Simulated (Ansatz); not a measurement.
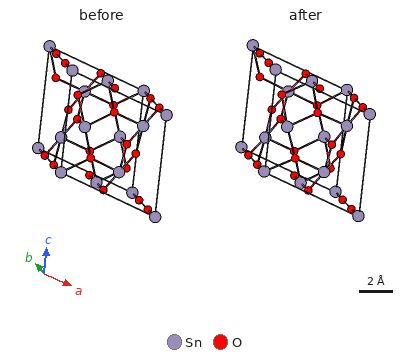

The structure of a defect cell of composition Sn$_{8}$O$_{15}$ before (left) and after (right) a relaxation, at one scale.

A ball-and-stick model of the cell of the calculation, seen slightly off an axis.

All numbers below come from DFT PBEsol, scalar-relativistic, plane waves, PAW (Ansatz 0.2.0). Set-up: plane-wave cutoff 420 eV; k-point mesh 3 × 3 × 3; occupations gaussian; smearing width 0.02 eV; collinear spin; atoms relaxed in a fixed cell; force threshold 0.03 eV/Å; at most 40 steps.

> Describe what moved and what it gained.

A Sn atom moves most: 0.10 Å along [−3 0 −1]. By element the largest moves are Sn 0.10 Å, O 0.07 Å. The cell doesn't change. Some distances before and after: O–Sn 2.045 → 2.101 Å, O–Sn 2.031 → 2.070 Å, O–Sn 2.052 → 2.086 Å, O–Sn 2.097 → 2.072 Å. Bond angles that change, for instance: Sn–O–Sn 102.3° → 96.2°, O–Sn–O 103.3° → 98.1°, O–Sn–O 101.9° → 97.9°. The energy falls by 0.144 eV per cell of the calculation in 3 accepted moves (4 points after the start). The largest force component goes from 0.99 to 0.018 eV/Å. 1 step only repeated the SCF at the same geometry. The program noted that the starting moments weren't kept. Cost: 3.1 min on 8 threads of Arm Neoverse V1 (shared host), peak memory 2 GiB.

Limits of the set-up: the periodic images lie only 6.7 Å apart, so the values are limited by the cell's size.
